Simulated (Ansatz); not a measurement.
**Ag (fcc): the equilibrium volume**

Aim: the volume at which the pressure of Ag (fcc) vanishes. Whether the element takes this structure at low temperature is a separate question.

Method: DFT PBE, scalar-relativistic, plane waves, PAW, in Ansatz 0.2.0.

**1. The starting structure**

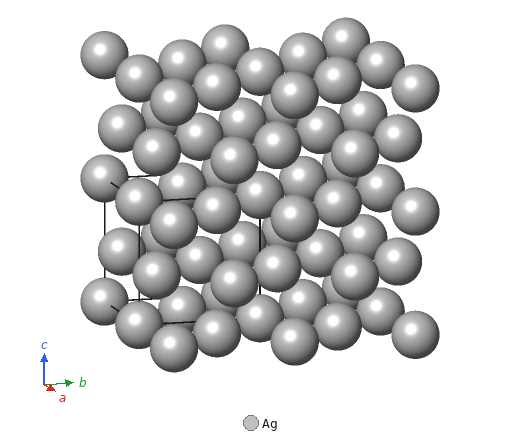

Start, viewed slightly off an axis; silver light grey. 2×2×2 cells are drawn. Atoms on the faces are drawn again on the opposite ones. The cell drawn here is the conventional one.

Coordinates:

```
CELL_PARAMETERS angstrom
0.00000 2.04500 2.04500
2.04500 0.00000 2.04500
2.04500 2.04500 0.00000
ATOMIC_POSITIONS crystal
Ag 0.00000 0.00000 0.00000
```

**2. The first run**

input.yaml reads:

```yaml
crystal:
  lattice:
    - [0.0, 2.045, 2.045]
    - [2.045, 0.0, 2.045]
    - [2.045, 2.045, 0.0]
  atoms:
    - { symbol: Ag, position: [0.0, 0.0, 0.0] }
basis:
  ecutwfc: 420
  ecutrho_ratio: 4
kpoints:
  mp_grid: { grid: [14, 14, 14] }
hamiltonian:
  xc: pbe
scf:
  occupations: { method: gaussian, width: 0.05 }
output:
  forces: true
  stress: true
  eigenvalues: true
```

Run with:

```console
> ansatz run input.yaml --threads 8 --pin off --max-ram 15360MiB --backend cpu --events-out ev --progress --plain --runs-dir out
```

What it wrote, shortened:

```text
Warning: RAYON_NUM_THREADS=8 ignored (pool sized by the plan → 8); use --threads N
[...]
Pseudopotentials: kind: paw
Pseudopotential: Ag, paw, valence charge 19, recommended cutoff 420 eV (normal), Ag.paw.azcp
Functional definition: PBE
[...]
Crystal: 1 atoms, lattice volume = 17.104 Å³
Basis set: ecut = 420 eV, 331 PW (Γ), exchange–correlation on 40×40×40 points (8 copies of the dense FFT grid, shifted against one another)
Bands: 14, of which v1, the nominal top of the filled ones, is band 10 counted from 1 (9 counted from 0)
Symmetry: 48 space group operations
Space group: Fm-3m (ITA 225), of the structure as read, at distance tolerance 2.6e-5 Å
k-points: 104 of 2744
[...]
SCF iter   1: F=—  HF=-7590.543499 eV  |F-HF|=—  |Δ(HF+E_count)|=         —  Δρ=8.53e-4  dr2=2.46e-5  ethr=1.77e-3  ⟨swp⟩=4.6  Hψ=7398  notcnv=0
[...]
SCF iter   6: F=-7590.543739 eV  HF=-7590.543739 eV  |F-HF|=9.09e-12  |Δ(HF+E_count)|=  9.04e-10  Δρ=3.02e-7  dr2=3.42e-12  ethr=1.76e-12  ⟨swp⟩=1.9  Hψ=4440  notcnv=0
[...]
SCF converged after 6 iterations
Free energy (F): -7590.543739 eV
[...]
E sigma→0 (E₀):  -7590.543559 eV
Entropy (-TS):   -0.000359 eV (-0.359 meV/atom)
Fermi energy:    17.244492 eV
[...]
--- Forces (eV/Å), atoms counted from 1 ---
  atom   1  Ag    -0.00000000     0.00000000    -0.00000000
[...]
--- Stress (GPa, compression-positive) ---
        4.206666      -0.000000       0.000000
       -0.000000       4.206666      -0.000000
        0.000000      -0.000000       4.206666
  P = ⅓ Tr σ = 4.2067 GPa (42.067 kbar)
--- Band table (eV; the first three rows and the last of 104) ---
  k-point 0: bands = ["-74.6678", "-38.0598", "-38.0598", "-38.0598", "9.5346", "12.5157", "12.5157", "12.5157", "13.5487", "13.5487", "33.1728", "36.7355", "36.7355", "36.7355"]
[...]
```

Wall time 0.32 s (8 threads of Arm Neoverse V2, shared host); peak memory 0.28 GiB.

Result: volume 17.104 Å³/atom, pressure 4.21 GPa, no gap.

**3. Stepping to 17.584 Å³/atom**

input.yaml, as its differences from that of step 2:

```diff
@@ -2,5 +2,5 @@
   lattice:
-    - [0.0, 2.045, 2.045]
-    - [2.045, 0.0, 2.045]
-    - [2.045, 2.045, 0.0]
+    - [0.0, 2.0639409838, 2.0639409838]
+    - [2.0639409838, 0.0, 2.0639409838]
+    - [2.0639409838, 2.0639409838, 0.0]
   atoms:
```

Run with:

```console
> ansatz run input.yaml --threads 8 --pin off --max-ram 15360MiB --backend cpu --events-out ev --progress --plain --runs-dir out
```

What it wrote, shortened:

```text
Warning: RAYON_NUM_THREADS=8 ignored (pool sized by the plan → 8); use --threads N
[...]
[... 3 set-up lines as earlier in the session ...]
[...]
Crystal: 1 atoms, lattice volume = 17.584 Å³
Basis set: ecut = 420 eV, 331 PW (Γ), exchange–correlation on 40×40×40 points (8 copies of the dense FFT grid, shifted against one another)
Bands: 14, of which v1, the nominal top of the filled ones, is band 10 counted from 1 (9 counted from 0)
[... 2 set-up lines as earlier in the session ...]
k-points: 104 of 2744
[...]
SCF iter   1: F=—  HF=-7590.551601 eV  |F-HF|=—  |Δ(HF+E_count)|=         —  Δρ=8.17e-4  dr2=2.31e-5  ethr=1.77e-3  ⟨swp⟩=4.6  Hψ=7422  notcnv=0
[...]
SCF iter   6: F=-7590.551853 eV  HF=-7590.551853 eV  |F-HF|=3.64e-12  |Δ(HF+E_count)|=  9.10e-10  Δρ=4.42e-7  dr2=1.70e-11  ethr=1.52e-11  ⟨swp⟩=2.5  Hψ=4669  notcnv=0
[...]
SCF converged after 6 iterations
Free energy (F): -7590.551853 eV
[...]
E sigma→0 (E₀):  -7590.551500 eV
Entropy (-TS):   -0.000705 eV (-0.705 meV/atom)
Fermi energy:    16.632865 eV
[...]
--- Forces (eV/Å), atoms counted from 1 ---
  atom   1  Ag     0.00000000     0.00000000     0.00000000
[...]
--- Stress (GPa, compression-positive) ---
        1.310258       0.000000       0.000000
       -0.000000       1.310258       0.000000
        0.000000       0.000000       1.310258
  P = ⅓ Tr σ = 1.3103 GPa (13.103 kbar)
--- Band table (eV; the first three rows and the last of 104) ---
  k-point 0: bands = ["-75.2119", "-38.6128", "-38.6128", "-38.6128", "9.1176", "11.9978", "11.9978", "11.9978", "12.9812", "12.9812", "32.4997", "35.9039", "35.9039", "35.9039"]
[...]
```

Run time: 0.33 s. Hardware: 8 threads of Arm Neoverse V2, shared host; peak memory 0.28 GiB.

Result: volume 17.584 Å³/atom, pressure 1.31 GPa, a metal on this mesh.

**4. Volume 17.827 Å³/atom**

input.yaml, as its differences from that of step 3:

```diff
@@ -2,5 +2,5 @@
   lattice:
-    - [0.0, 2.0639409838, 2.0639409838]
-    - [2.0639409838, 0.0, 2.0639409838]
-    - [2.0639409838, 2.0639409838, 0.0]
+    - [0.0, 2.0734155408, 2.0734155408]
+    - [2.0734155408, 0.0, 2.0734155408]
+    - [2.0734155408, 2.0734155408, 0.0]
   atoms:
```

Run with:

```console
> ansatz run input.yaml --threads 8 --pin off --max-ram 15360MiB --backend cpu --events-out ev --progress --plain --runs-dir out
```

What it wrote, shortened:

```text
Warning: RAYON_NUM_THREADS=8 ignored (pool sized by the plan → 8); use --threads N
[...]
[... 3 set-up lines as earlier in the session ...]
[...]
Crystal: 1 atoms, lattice volume = 17.827 Å³
Basis set: ecut = 420 eV, 339 PW (Γ), exchange–correlation on 40×40×40 points (8 copies of the dense FFT grid, shifted against one another)
Bands: 14, of which v1, the nominal top of the filled ones, is band 10 counted from 1 (9 counted from 0)
[... 2 set-up lines as earlier in the session ...]
k-points: 104 of 2744
[...]
SCF iter   1: F=—  HF=-7590.552637 eV  |F-HF|=—  |Δ(HF+E_count)|=         —  Δρ=7.76e-4  dr2=1.65e-5  ethr=1.77e-3  ⟨swp⟩=4.7  Hψ=7418  notcnv=0
[...]
SCF iter   6: F=-7590.552869 eV  HF=-7590.552869 eV  |F-HF|=3.64e-12  |Δ(HF+E_count)|=  8.77e-10  Δρ=2.70e-7  dr2=3.48e-12  ethr=1.11e-11  ⟨swp⟩=2.4  Hψ=4482  notcnv=0
[...]
SCF converged after 6 iterations
Free energy (F): -7590.552869 eV
[...]
E sigma→0 (E₀):  -7590.552462 eV
Entropy (-TS):   -0.000813 eV (-0.813 meV/atom)
Fermi energy:    16.337028 eV
[...]
--- Forces (eV/Å), atoms counted from 1 ---
  atom   1  Ag    -0.00000000     0.00000000     0.00000000
[...]
--- Stress (GPa, compression-positive) ---
        0.055564      -0.000000      -0.000000
        0.000000       0.055564       0.000000
       -0.000000      -0.000000       0.055564
  P = ⅓ Tr σ = 0.0556 GPa (0.556 kbar)
--- Band table (eV; the first three rows and the last of 104) ---
  k-point 0: bands = ["-75.4755", "-38.8806", "-38.8806", "-38.8806", "8.9156", "11.7462", "11.7462", "11.7462", "12.7059", "12.7059", "32.1687", "35.4953", "35.4953", "35.4953"]
[...]
```

Run time: 0.36 s. Hardware: 8 threads of Arm Neoverse V2, shared host; peak memory 0.28 GiB.

Result: volume 17.827 Å³/atom, pressure 0.06 GPa, no gap.

**5. The way to zero pressure**

| step | level | mesh | relaxed | volume (Å³/atom) | pressure (GPa) |
| --- | --- | --- | --- | --- | --- |
| 2 | PBE | 14×14×14 | nothing | 17.104 | 4.21 |
| 3 | PBE | 14×14×14 | nothing | 17.584 | 1.31 |
| 4 | PBE | 14×14×14 | nothing | 17.827 | 0.06 |

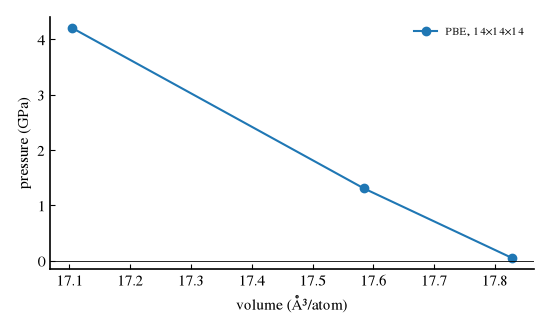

Pressure against volume, run by run.

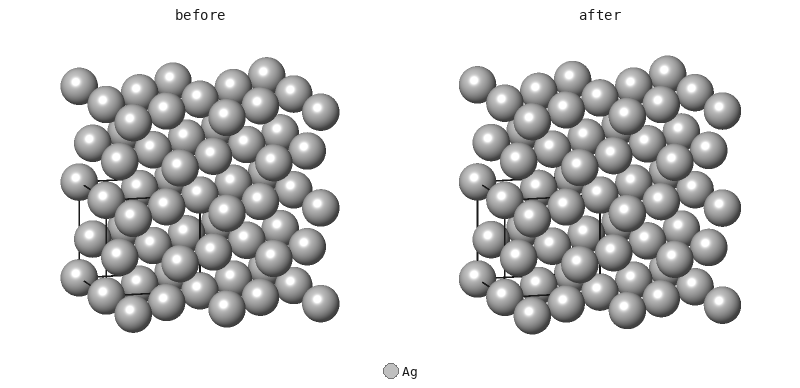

The structure before (left) and after (right), at one scale. Drawn in the start's conventional cell.

The cell before and after:

| cell as typed | before | after | change |
| --- | --- | --- | --- |
| a (Å) | 2.892 | 2.932 | +1.4 % |
| b (Å) | 2.892 | 2.932 | +1.4 % |
| c (Å) | 2.892 | 2.932 | +1.4 % |
| volume (Å³/atom) | 17.104 | 17.827 | +4.2 % |
| shortest distance (Å) | 2.892 | 2.932 | +1.4 % |
| space group | Fm-3m | Fm-3m | same |

**6. Summary of results**

| quantity | value |
| --- | --- |
| volume | 17.827 Å³/atom |
| pressure | 0.06 GPa |
| conventional cell | a = 4.147 Å, b = 4.147 Å, c = 4.147 Å, α = 90.00°, β = 90.00°, γ = 90.00° |
| gap on the mesh | none (metal) |

In words: From the first run shown, the volume went from 17.10 to 17.83 Å³/atom (+4.2 %) in 3 runs, where the pressure is zero within 0.06 GPa.
